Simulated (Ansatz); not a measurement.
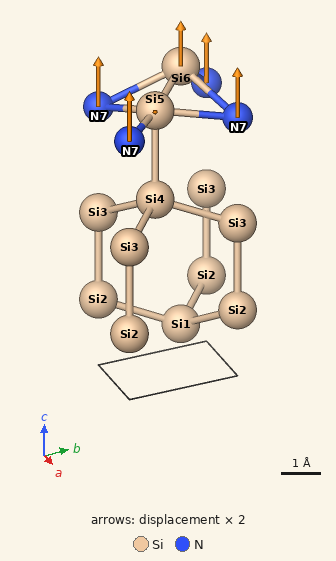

This is a constrained relaxation of a slab of composition Si₆N (cut from the Fd-3m phase). The starting structure is drawn; orange arrows show the displacements, 2 times their true length.

The picture is a ball-and-stick view of the cell of the calculation, outlined in the plane, without the vacuum, seen from a free direction.

Case: N put at a hollow Si-Si site. The slab is the (1 1 1) face of Si with N on it. 3 atoms are held fixed.

Theory: Ansatz 0.2.0, DFT PBEsol, scalar-relativistic, plane waves, PAW.

Input
```yaml
crystal:
  lattice:
    - [3.8417168278, 0.0, 0.0]
    - [-1.9208584139, 3.327024367, 0.0]
    - [0.0, 0.0, 26.0576844733]
  atoms:
    - { symbol: Si, position: [0.3333333333, 0.6666666667, 0.3261993601] }
    - { symbol: Si, position: [0.0, 0.0, 0.3562936366] }
    - { symbol: Si, position: [0.0, 0.0, 0.4465764664] }
    - { symbol: Si, position: [0.6666666667, 0.3333333333, 0.4759187077] }
    - { symbol: Si, position: [0.6666666667, 0.3333333333, 0.5684832977] }
    - { symbol: Si, position: [0.3333333333, 0.6666666667, 0.5943515468] }
    - { symbol: "N", position: [0.0, 0.0, 0.5567426794], spin: 3.0 }
basis:
  ecutwfc: 420
kpoints:
  mp_grid: { grid: [9, 9, 1] }
hamiltonian:
  xc: pbesol
scf:
  occupations: { method: gaussian, width: 0.05 }
output:
  forces: true
  eigenvalues: true
  populations: true
  write_density: true
  write_potential: true
  elf: true
  volumetric_format: npy
magnetization:
  spin_polarized: true
relax:
  adjacent_minimum: "off"
  f_tol: 0.03
  max_steps: 70
  constraints: [{ sites: [0, 1, 2] }]
efield:
  axis: 3
  dipole_correction: true
  ramp_width: 0.04
```

Run as
```bash
ansatz run input.yaml --threads 1 --pin off --max-ram 2560MiB --backend cpu --events-out ev --progress --plain --runs-dir out
```

> Describe the change and its energy.

The atom that moves furthest is N7 (0.68 Å along the normal (+c)). Largest moves by element: N 0.68 Å, Si 0.62 Å. The cell doesn't change. Among the contacts that change: Si5–Si6 2.318 → 2.599 Å, Si4–Si5 2.412 → 2.359 Å, Si6–N7 2.425 → 2.399 Å, Si5–N7 2.239 → 2.261 Å. Bond angles that change, for instance: Si5–Si6–Si5 111.9° → 95.3°. After 7 accepted moves (8 points after the start) the energy has fallen by 0.573 eV per cell of the calculation. The largest force component goes from 1.1 to 0.003 eV/Å. The line search rejected the trial step at point 6 of the run. Cost: 5.3 min on 1 thread of Intel(R) Xeon(R) Processor @ 2.70GHz (shared host), peak memory 0.6 GiB.

Limits of the set-up: the periodic images lie only 3.8 Å apart, so the values are limited by the cell's size.
